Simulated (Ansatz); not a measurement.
Given this structure, the end point of a relaxation with DFT, PBE, plane waves (420 eV) with PAW, scalar-relativistic (Ansatz 0.2.0); the starting structure was generated, so it need not be a known form of this composition, written in its standard cell:

Space group Fm-3m (No. 225). a = 4.321 Å, b = 4.321 Å, c = 4.321 Å, α = 90.00°, β = 90.00°, γ = 90.00°
| atom | site | symmetry | x | y | z |
| --- | --- | --- | --- | --- | --- |
| Li | 4a | m-3m | 0.0000 | 0.0000 | 0.0000 |

Q: Predict the [111] zone-axis pattern (100 kV, kinematic, B = 0.3 Å²).

A: The spots form a hexagonal net with both shortest vectors at d = 1.53 Å, 60.0° apart. They are -2 2 0 and -2 0 2. The pattern has symmetry 6mm. The lattice centring (F) removes all reflections that break h + k = 2n, h + l = 2n.

Strongest reflections with d > 0.80 Å, one of each family (|F|² from tabulated Gaussian fits of the electron scattering factors, times a small damping for the curvature of the Ewald sphere):

```csv
hkl,d (Å),I (strongest = 100)
2 0 -2,1.528,100
4 -2 -2,0.882,17
```

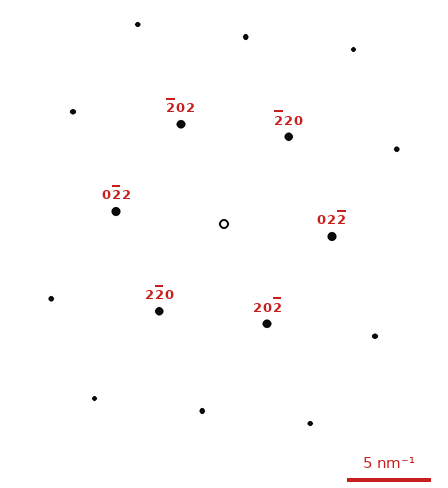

Calculated pattern, seen from the source side with [111] pointing towards the source.
